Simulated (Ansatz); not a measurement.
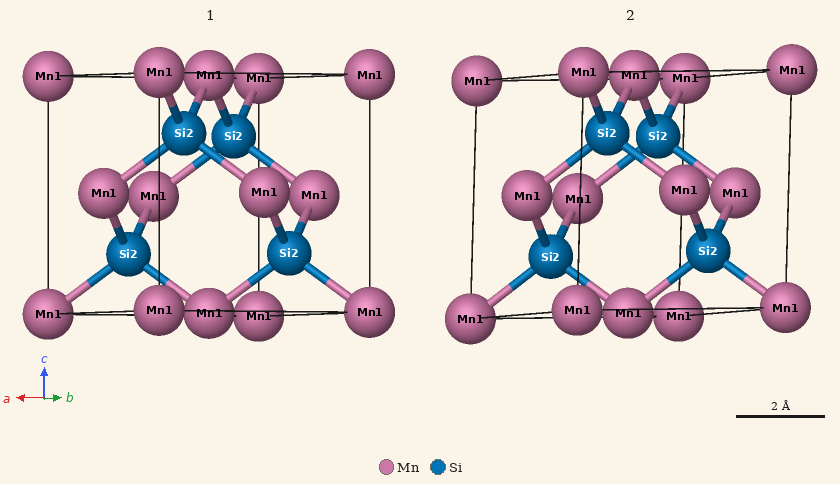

Two geometries of a crystal of MnSi (a generated structure, set up in F-43m): one is the relaxed structure, the other was perturbed away from it. Style: ball-and-stick. Shown: the conventional cell (4 times the calculation's cell), from a free direction. Lengths and directions refer to the drawn axes.

All numbers below come from DFT, PBE, PAW with Ansatz's default frozen-core files, scalar-relativistic in Ansatz. Set-up: plane-wave cutoff 420 eV; k-point mesh 10 × 10 × 10; occupations fermi dirac; smearing width 0.05 eV; collinear spin.

> Which one is perturbed?

Structure 2 is the perturbed one. The cell is strained by −4.0 % along [1 −1 1] and +2.0 % across it (volume −0.1 %), the atoms keeping their fractional coordinates. No relaxation follows. The energy rises by 14.4 meV per atom. The pressure goes from 0.0 to 0.4 GPa. The principal stresses (compression positive) are 4.4 GPa along [1 −1 1] and −1.6 GPa across it. The largest forces, 0.84 eV/Å, act on Mn1 and Si2; on Si2 it points along [1 −1 1]. The absolute magnetisation per cell goes from 3.28 to 3.27 μB (net moment 2.57 and 2.57 μB). Some distances before and after: Mn–Si 2.347 → 2.253 to 2.379 Å. The space group (tolerance 0.01 Å) goes from F-43m (No. 216) to R3m (No. 160).
